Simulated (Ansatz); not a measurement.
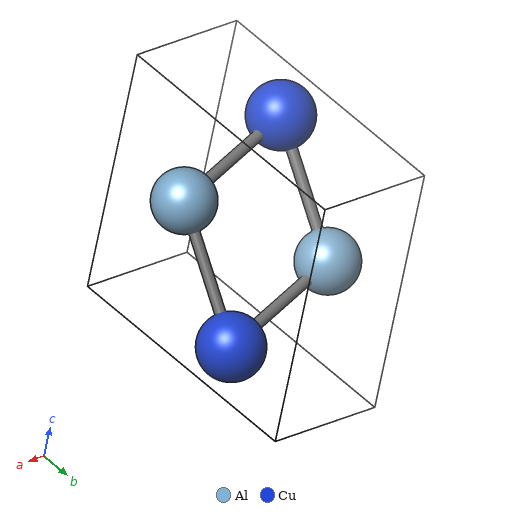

System: Al₂Cu, space group Fm-3m (No. 225). The picture shows the cell.

Input file:
```
crystal:
  lattice:
    - [-1.9391811728, 1.9391811728, 2.7424163145]
    - [1.9391811728, -1.9391811728, 2.7424163145]
    - [1.9391811728, 1.9391811728, -2.7424163145]
  atoms:
    - { symbol: Al, position: [0.75, 0.25, 0.5] }
    - { symbol: Al, position: [0.25, 0.75, 0.5] }
    - { symbol: Cu, position: [0.5, 0.5, 0.0] }
basis:
  ecutwfc: 420
kpoints:
  mp_grid: { grid: [16, 16, 16] }
hamiltonian:
  xc: pbesol
scf:
  occupations: { method: fermi_dirac, width: 0.15 }
output:
  forces: true
  stress: true
  eigenvalues: true
elastic:
  mode: relaxed_ion
  amplitude: 0.005
  stencil: two_point
```

Command:
```bash
ansatz run input.yaml --threads 1 --pin off --max-ram 3072MiB --backend cpu --events-out ev --progress --plain --runs-dir out
```

Calculation (Ansatz 0.2.0): elastic stress-strain coefficients at zero temperature from small strains of the given cell, Voigt order xx yy zz yz xz xy, Cartesian axes of the cell vectors; plane waves with PAW datasets, Γ-centred k mesh. Level: PBEsol, no spin polarisation.

```csv
setting,value
wave cutoff,420 eV
k mesh,16×16×16
occupations,Fermi–Dirac
smearing width,0.15 eV
ions,relaxed
strain amplitude,0.005
```

What does the calculation give for the stiffness matrix in Voigt order?

All six eigenvalues of the matrix are positive (the least is 69.4 GPa), so the crystal is mechanically stable. Over all directions E runs from 184 to 209 GPa, a ratio of 1.14. E is 202 GPa along x, 202 GPa along y and 184 GPa along z, and 200 GPa along the body diagonal x + y + z. The Hill averages are K = 177 GPa and G = 76 GPa, Poisson's ratio 0.31; K/G = 2.34, above Pugh's empirical 1.75, a sign of ductile behaviour in a metal.

Stiffness matrix C (GPa), Voigt order:
```json
{"": "xx", "xx": "280.6", "yy": "120.2", "zz": "131.0", "yz": "0.0", "xz": "0.0", "xy": "0.0"}
{"": "yy", "xx": "120.2", "yy": "280.6", "zz": "131.0", "yz": "0.0", "xz": "0.0", "xy": "0.0"}
{"": "zz", "xx": "131.0", "yy": "131.0", "zz": "269.8", "yz": "0.0", "xz": "0.0", "xy": "0.0"}
{"": "yz", "xx": "0.0", "yy": "0.0", "zz": "0.0", "yz": "80.2", "xz": "0.0", "xy": "0.0"}
{"": "xz", "xx": "0.0", "yy": "0.0", "zz": "0.0", "yz": "0.0", "xz": "80.2", "xy": "0.0"}
{"": "xy", "xx": "0.0", "yy": "0.0", "zz": "0.0", "yz": "0.0", "xz": "0.0", "xy": "69.4"}
```

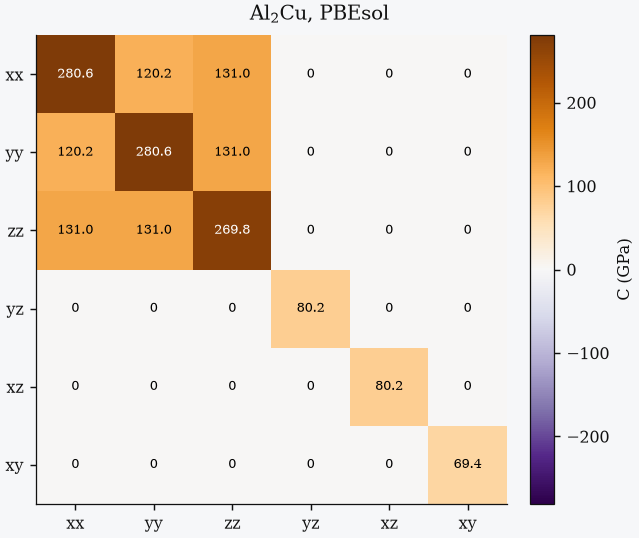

Caveats: metal sensitive to the k mesh.
